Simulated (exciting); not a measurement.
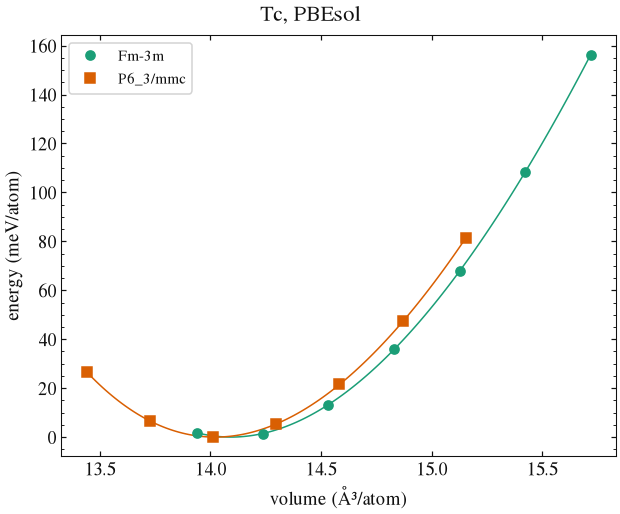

Energy against volume, with one curve for each structure, for Tc. Each energy curve has its own zero, so the curves don't rank the structures.

Settings that differ: Fm-3m: k mesh 12×12×12; P6_3/mmc: k mesh 11×11×6.

The fitted equilibrium volumes, smallest first, are P6_3/mmc 14.021, Fm-3m 14.093 Å³/atom. The fitted bulk moduli, smallest first, are Fm-3m 327.4, P6_3/mmc 328.2 GPa.

Computed with exciting sodium: all-electron LAPW DFT, no spin polarisation; energies at scaled volumes of the given cell, shape and fractions fixed, counted from the fit's minimum, third-order Birch-Murnaghan fit. Level: PBEsol.

- occupations: Fermi–Dirac
- smearing width: 0.05 eV
- potentials: all electron LAPW+lo, shipped species files
